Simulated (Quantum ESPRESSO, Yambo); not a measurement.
# Converging GW for MgI2 (1T monolayer) in Yambo, part 2 of 2

What does each rung of G0W0 on MgI2 (1T monolayer) cost, and what does it buy?

Quantum ESPRESSO 7.5 and Yambo 5.3.0; PBE and many-body steps on it, plane waves. Known limits of the many-body steps: not at the basis limit; no spin-orbit coupling.

So far. Step 2 (Empty states on the mesh, 6×6×1 mesh, 356 bands): On this mesh the gap is 3.665 eV. Step 4 (97 bands, 81.6 eV): The gap on the mesh goes from 3.67 eV to 5.85 eV, a correction of +2.19 eV.

**5. 181 bands, 108.8 eV**

Level of this step: G0W0 on PBE, plane waves, norm-conserving pseudopotentials (Yambo).

File gw2.in:

```
HF_and_locXC
gw0
dyson
ppa
em1d
rim_cut
rim_w
RandQpts= 3000000
RandGvec= 100 RL
CUTGeo= "slab z"
RandGvecW= 9 RL
EXXRLvcs= 76 Ry
VXCRLvcs= 304 Ry
Chimod= "HARTREE"
% BndsRnXp
 1 | 181 |
%
NGsBlkXp= 8 Ry
% LongDrXp
 1 | 1 | 0 |
%
% GbndRnge
 1 | 181 |
%
DysSolver= "n"
ExtendOut
PPAPntXp= 27.21138 eV
% QPkrange
 1 | 1 | 29 | 32 |
 4 | 4 | 29 | 32 |
%
```

Launch:

```bash
$ OMP_NUM_THREADS=1 mpirun -n 4 yambo -F gw2.in -J gw2 -C gw2 > gw2.log
```

The log of the run:

```text
 Yambo, version 5.3.0

 [02] CORE Variables Setup
 =========================

  [... cell, symmetries and grids as in the set-up ...]

  [02.05] Energies & Occupations
  ==============================

  [X] === General ===
  [X] Electronic Temperature                        :  0.000000  0.000000 [eV K]
  [X] Bosonic    Temperature                        :  0.000000  0.000000 [eV K]
  [X] Finite Temperature mode                       : no
  [X] El. density                                   :  0.24459E+24 [cm-3]
  [X] Fermi Level                                   : -1.403411 [eV]

  [X] === Gaps and Widths ===
  [X] Conduction Band Min                           :  3.665263 [eV]
  [X] Valence Band Max                              :  0.000000 [eV]
  [X] Filled Bands                                  :  30
  [X] Empty Bands                                   :    31   356
  [X] Direct Gap                                    :  3.979035 [eV]
  [X] Direct Gap localized at k                     :  1
  [X] Indirect Gap                                  :  3.665263 [eV]
  [X] Indirect Gap between kpts                     :   1   4
  [X] Last valence band width                       :  0.671967 [eV]
  [X] 1st conduction band width                     :  1.070350 [eV]

 [03] Transferred momenta grid and indexing
 ==========================================

 IBZ Q-points                                      :   7
 BZ  Q-points                                      :   36

 K/Q-points units:
 rlu = crystal or reduced units; cc = cartesian coordinates; iku = interal k-units

 Q [1]          [rlu]:  0.000000  0.000000  0.000000
 Q [2]          [rlu]: -0.83092E-17  0.16667       0.0000
 Q [3]          [rlu]: -0.16618E-16  0.33333       0.0000
[...]
RL volume               :  0.149843 [a.u.]
  Integrated volume       :  0.149837 [a.u.]

  [09.03] RIM integrals
  =====================

  Comparison between head Wc = W - v averages: < Wc > [au] RIM-W/RIM

   < -Wc [Q = 1] > 0.172105E-1 0.119845E-4 * < -Wc [Q = 2] > 0.003913 0.003780
   < -Wc [Q = 3] > 0.806945E-3 0.794295E-3 * < -Wc [Q = 4] > 0.289859E-3 0.286808E-3
   < -Wc [Q = 5] > 0.001150 0.001131 * < -Wc [Q = 6] > 0.406959E-3 0.403238E-3
   < -Wc [Q = 7] > 0.205998E-3 0.205160E-3

  Comparison between head Wc = W - v averages: < Wc > [au] RIM-W/RIM

   < -Wc [G = 1,G`=0] > 0.172105E-1 0.119845E-4 * < -Wc [G = 2,G`=0] >-0.001241 0.000000
   < -Wc [G = 3,G`=0] >-0.001241 0.000000 * < -Wc [G = 4,G`=0] >-0.178513E-4  0.00000
   < -Wc [G = 5,G`=0] >-0.178425E-4  0.00000 * < -Wc [G = 6,G`=0] > 0.107228E-3  0.00000
   < -Wc [G = 7,G`=0] > 0.107219E-3  0.00000 * < -Wc [G = 8,G`=0] >-0.164474E-4  0.00000
   < -Wc [G = 9,G`=0] >-0.164467E-4  0.00000

 [10] G0W0 (W PPA)
 =================

 [  GW  ] Bands range     :    1  181
 [GW/PPA] G damping       :  0.100000 [eV]

 QP @ state[ 1 ] K range:  1  1
 QP @ state[ 1 ] b range:   29   32
 QP @ state[ 2 ] K range:   4   4
 QP @ state[ 2 ] b range:   29   32

  Sc/G bands                                       :    1  181
  Sc/G damping                                     :  0.100000 ev
  Sc bands terminator                              : no
  Sx RL components                                 :  18431

  QP @ state[ 1 ] K range                          :  1  1
  QP @ state[ 1 ] b range                          :   29   32
  QP @ state[ 2 ] K range                          :   4   4
  QP @ state[ 2 ] b range                          :   29   32
  GF energies kind                                 : Perdew, Burke & Ernzerhof(X)+Perdew, Burke & Ernzerhof(C)
  GF WF`s kind                                     : Perdew, Burke & Ernzerhof(X)+Perdew, Burke & Ernzerhof(C)
  Xs energies kind                                 : Perdew, Burke & Ernzerhof(X)+Perdew, Burke & Ernzerhof(C)
  Xs WF`s kind                                     : Perdew, Burke & Ernzerhof(X)+Perdew, Burke & Ernzerhof(C)

 [14] Game Over & Game summary
```

The job ended after 11 min (4 MPI ranks of Intel Xeon Platinum 8488C (Sapphire Rapids), shared host; peak memory 4.5 GiB; 45 min of CPU time).

This step gave:

| Quantity | Value |
| --- | --- |
| G0W0 gap on the points computed | 5.927 eV |
| starting gap on the mesh | 3.665 eV |
| k of the valence top | 0, 0, 0 |
| k of the conduction bottom | 0, -0.5, 0 |
| least direct G0W0 gap on the computed points | 6.190 eV |
| Z at the valence top | 0.8135 |
| Z at the conduction bottom | 0.8323 |

Against G0W0 in Yambo (6×6×1 mesh, 97 bands, screening to 81.6 eV, Godby-Needs plasmon pole), the gap moves by +0.075 eV.

**6. 356 bands, 136.1 eV**

gw3.in, as its differences from gw2.in of step 5:

```diff
@@ -15,5 +15,5 @@
 % BndsRnXp
- 1 | 181 |
+ 1 | 356 |
 %
-NGsBlkXp= 8 Ry
+NGsBlkXp= 10 Ry
 % LongDrXp
@@ -22,3 +22,3 @@
 % GbndRnge
- 1 | 181 |
+ 1 | 356 |
 %
```

Launch:

```bash
$ OMP_NUM_THREADS=1 mpirun -n 4 yambo -F gw3.in -J gw3 -C gw3 > gw3.log
```

The log of the run:

```text
 Yambo, version 5.3.0

 [02] CORE Variables Setup
 =========================

  [... cell, symmetries and grids as in the set-up ...]

  [02.05] Energies & Occupations
  ==============================

  [X] === General ===
  [X] Electronic Temperature                        :  0.000000  0.000000 [eV K]
  [X] Bosonic    Temperature                        :  0.000000  0.000000 [eV K]
  [X] Finite Temperature mode                       : no
  [X] El. density                                   :  0.24459E+24 [cm-3]
[...]
QP @ state[ 1 ] b range                          :   29   32
  QP @ state[ 2 ] K range                          :   4   4
  QP @ state[ 2 ] b range                          :   29   32
  GF energies kind                                 : Perdew, Burke & Ernzerhof(X)+Perdew, Burke & Ernzerhof(C)
  GF WF`s kind                                     : Perdew, Burke & Ernzerhof(X)+Perdew, Burke & Ernzerhof(C)
  Xs energies kind                                 : Perdew, Burke & Ernzerhof(X)+Perdew, Burke & Ernzerhof(C)
  Xs WF`s kind                                     : Perdew, Burke & Ernzerhof(X)+Perdew, Burke & Ernzerhof(C)

 [14] Game Over & Game summary
```

Elapsed: 35 min, on 4 MPI ranks; peak memory 5.3 GiB.

Numbers from this step:

| Quantity | Value |
| --- | --- |
| G0W0 gap on the points computed | 6.005 eV |
| starting gap on the mesh | 3.665 eV |
| k of the valence top | 0, 0, 0 |
| k of the conduction bottom | 0, -0.5, 0 |
| least direct G0W0 gap on the computed points | 6.285 eV |

Against G0W0 in Yambo (6×6×1 mesh, 181 bands, screening to 108.8 eV, Godby-Needs plasmon pole), the gap moves by +0.078 eV.

**7. The runs together**

Times are wall times on 4 MPI ranks of Intel Xeon Platinum 8488C (Sapphire Rapids), shared host, good to a factor of about two.

```csv
run,mesh,bands,screening cutoff (eV),DFT gap (eV),gap on the mesh (eV),direct (eV),time
"97 bands, 81.6 eV",6×6×1,97,81.6,3.665,5.851,6.121,3.6 min
"181 bands, 108.8 eV",6×6×1,181,108.8,3.665,5.927,6.190,11 min
"356 bands, 136.1 eV",6×6×1,356,136.1,3.665,6.005,6.285,35 min
```

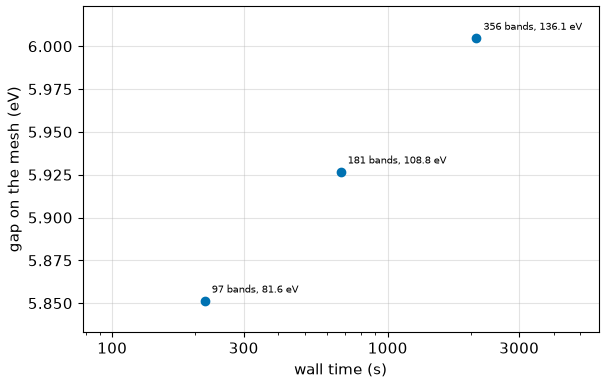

Result against wall time.

**8. Results**

```json
{
 "97 bands, 81.6 eV": "5.851 eV",
 "181 bands, 108.8 eV": "5.927 eV",
 "356 bands, 136.1 eV": "6.005 eV",
 "known limits": "not at the basis limit; no spin-orbit coupling"
}
```

From the first rung to the last the gap moves by +0.15 eV for 9.7 times the time. The steps are not yet shrinking, so no limit is drawn. In the G0W0 runs levels were corrected at 2 k points alone, so a gap called «on the mesh» is the least over those, and an edge elsewhere would be missed. The many-body steps are scalar-relativistic: spin-orbit coupling is not in them.

[Paths, hosts, dates, memory and timing lines, banners, echoed tables and standing remarks are left out of the program output.]

[Logs are printed without paths, hosts, clocks, repeated set-up lines and the standing remarks that a program may print on its own settings, such as how far it seeks lower states.]

[Runs of the session that timed out or met a known fault of the program may be left out.]

[Hosts, paths, dates, database ids (printed as entryN), source tags and the programs' standing remarks are cut or masked in the printed files.]
